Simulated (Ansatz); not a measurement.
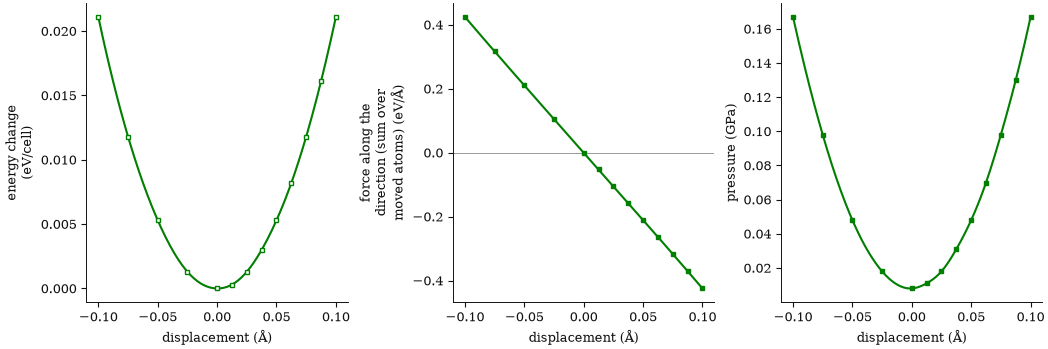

The plot gives the computed energy change, force along the direction (sum over moved atoms) and pressure against displacement for TiAl₃, space group I4/mmm (No. 139).

Starting cell:
```yaml
crystal:
  lattice:
    - [-1.90777, 1.90777, 4.27700]
    - [1.90777, -1.90777, 4.27700]
    - [1.90777, 1.90777, -4.27700]
  atoms:
    - { symbol: Ti, position: [0.00000, 0.00000, 0.00000] }
    - { symbol: Al, position: [0.50000, 0.50000, 0.00000] }
    - { symbol: Al, position: [0.75000, 0.25000, 0.50000] }
    - { symbol: Al, position: [0.25000, 0.75000, 0.50000] }
```

How it was computed, with Ansatz 0.2.0: one atom of a crystal moved along a line, all else fixed, by plane-wave density functional theory with PAW datasets, free energies less that of the undisturbed cell, pressure positive in compression; scalar-relativistic. Level: PBEsol, no spin polarisation.

```tsv
setting	value
wave cutoff	420 eV
k mesh	18×18×18
occupations	Gaussian
smearing width	0.15 eV
k shift	(0, 0, 0) (mesh steps)
start	relaxed
moved atom	2
direction	(0, 0, 1) (Cartesian unit vector)
```

The points at displacement −0.075, −0.025, 0.05 and 0.1 follow from computed ones by symmetry.

**At which displacement is the energy change least?**

The lowest computed point is at displacement 0.0000 Å (0.0000 eV/cell), in a single well.

**How does the force along the direction (sum over moved atoms) vary with displacement?**

It falls from 0.4246 eV/Å at displacement −0.1000 Å to −0.4246 eV/Å at 0.1000 Å, and changes sign near 0.000 Å.

The computed values:

| displacement (Å) | energy change (eV/cell) | force along the direction (sum over moved atoms) (eV/Å) | pressure (GPa) |
| --- | --- | --- | --- |
| −0.1000 | 0.0211 | 0.4246 | 0.167 |
| −0.0750 | 0.0118 | 0.3168 | 0.098 |
| −0.0500 | 0.0053 | 0.2104 | 0.048 |
| −0.0250 | 0.0013 | 0.1050 | 0.018 |
| 0.0000 | 0.0000 | 0.0000 | 0.008 |
| 0.0125 | 0.0003 | −0.0525 | 0.011 |
| 0.0250 | 0.0013 | −0.1050 | 0.018 |
| 0.0375 | 0.0030 | −0.1576 | 0.031 |
| 0.0500 | 0.0053 | −0.2104 | 0.048 |
| 0.0625 | 0.0082 | −0.2635 | 0.070 |
| 0.0750 | 0.0118 | −0.3168 | 0.098 |
| 0.0875 | 0.0161 | −0.3705 | 0.130 |
| 0.1000 | 0.0211 | −0.4246 | 0.167 |
